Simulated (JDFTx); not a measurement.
## Energy of MoS2 along an even scaling of the cell

System: MoS2 (R3m, 3 atoms in the cell).
Method: Kohn-Sham DFT of a periodic cell, PBEsol, PseudoDojo-SR-PBEsol-0.4.1-standard, no spin polarisation (JDFTx 1.7.0 (patched build)).

The 5 runs differ only in the geometry, by an even scaling of the cell at fixed fractional positions. The structure derives from an entry of the Crystallography Open Database.

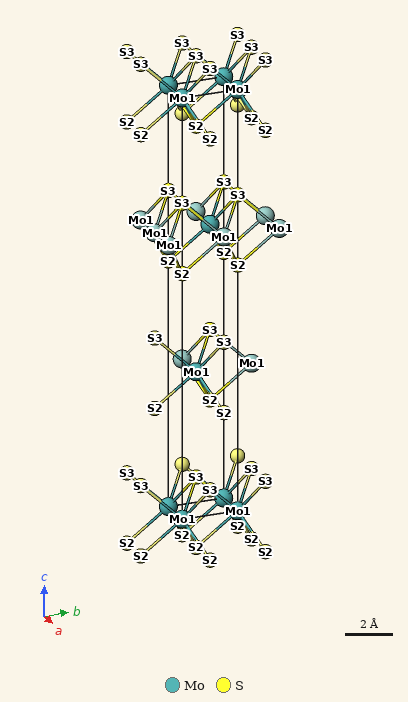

Figure 1. The structure of run 3 (ball-and-stick view of the cell 3 times as large as that of the calculation, set on its symmetry axes, seen slightly off an axis; neighbours outside the cell are drawn fainter; atoms are numbered from 1 in the order of the input). An atom can appear more than once, as a periodic image.

**Input of run 3**
```
lattice \
    2.9657279665    -2.9657279665     0.0000000000 \
    1.7122638398     1.7122638398    -3.4245276795 \
   11.5438145533    11.5438145533    11.5438145533
coords-type Lattice
ion Mo     0.0000000000     0.0000000000     0.0000000000 1
ion S      0.4170000000     0.4170000000     0.4170000000 1
ion S      0.2500000000     0.2500000000     0.2500000000 1

ion-species pseudo/Mo.upf
ion-species pseudo/S.upf
elec-cutoff 40 320
elec-ex-corr gga-PBEsol
kpoint-folding 10 10 10
elec-smearing Fermi 0.0018374661
elec-n-bands 19
electronic-SCF nIterations 100 energyDiffThreshold 1e-09
electronic-minimize nIterations 30 energyDiffThreshold 1e-7
forces-output-coords Cartesian

dump-name run.$VAR
dump End Ecomponents EigStats BandEigs Kpoints Forces Stress
```

Command:
```bash
jdftx -c 1 -i MoS2.in -o MoS2.out
```

Run 2 differs from it as follows:
```diff
-    2.9657279665    -2.9657279665     0.0000000000 \
-    1.7122638398     1.7122638398    -3.4245276795 \
-   11.5438145533    11.5438145533    11.5438145533
+    2.9454141238    -2.9454141238     0.0000000000 \
+    1.7005356371     1.7005356371    -3.4010712745 \
+   11.4647448490    11.4647448490    11.4647448490
```

**Results, with one run withheld**

```csv
run,volume per atom (Å³),"free energy per atom, from the lowest run given (meV)",pressure (GPa),gap on the mesh (eV)
1,16.664,37.61,11.49,0.85
2,17.019,?,?,?
3,17.373,4.52,3.71,0.89
4,17.728,0.00,0.41,0.91
5,18.083,2.41,−2.56,0.93
```

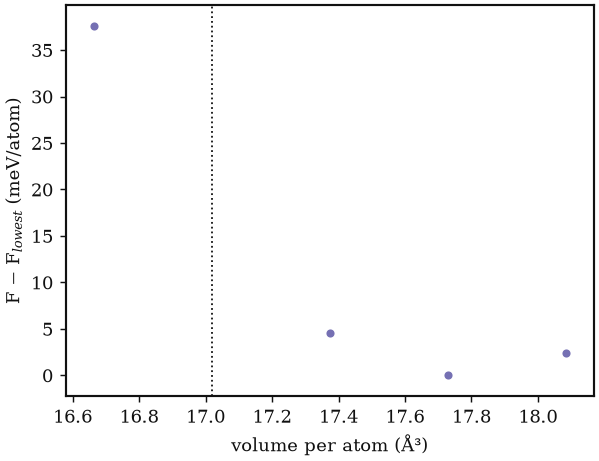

Figure 2. Free energy per atom of the runs given; the dotted line marks run 2.

Fit the runs given and predict run 2.

A quadratic polynomial in V^(−2/3) (the Birch–Murnaghan form), fitted to the 4 runs given, misses them by at most 0.02 meV per atom. With x = V^(−2/3) − 0.14865 Å⁻², it reads F = 2.9492 + 3310.4 x + 9.0273e+05 x² (meV per atom). At run 2 it gives 16.78 meV per atom, and the run itself gives 16.77. The slope of the fit gives a pressure −dF/dV of 7.40 GPa there, and the run prints 7.40 GPa. The fit has its minimum at 17.776 Å³ per atom, where V d²F/dV² gives 156 GPa. Cell shape and fractional positions are held, so this is the stiffness under even scaling; the relaxed bulk modulus wasn't computed and can be far lower in a crystal of layers, chains or molecules like this one. The gap on the mesh goes, without turning, from 0.85 eV in run 1 to 0.93 eV in run 5; run 2 has 0.87 eV. These are gaps of this functional on this mesh, which can miss the band edges; they aren't the measured gap.

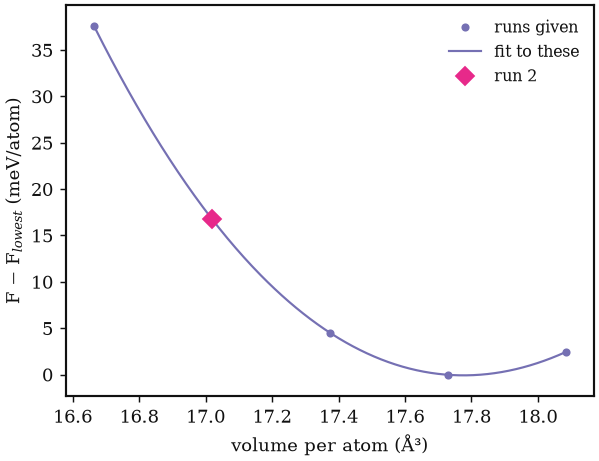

Figure 3. The fit and the withheld run.

**Some lines of the output (run 2)**
```
[...]
unit cell volume = 344.546
     Etot =      -89.1192687826003862
        F =      -89.1192688421016612
	HOMO-LUMO gap: +0.032011
	Optical gap  : +0.076137 at state 26 ( [ +0.000000 +0.300000 -0.300000 ] spin 0 )
```
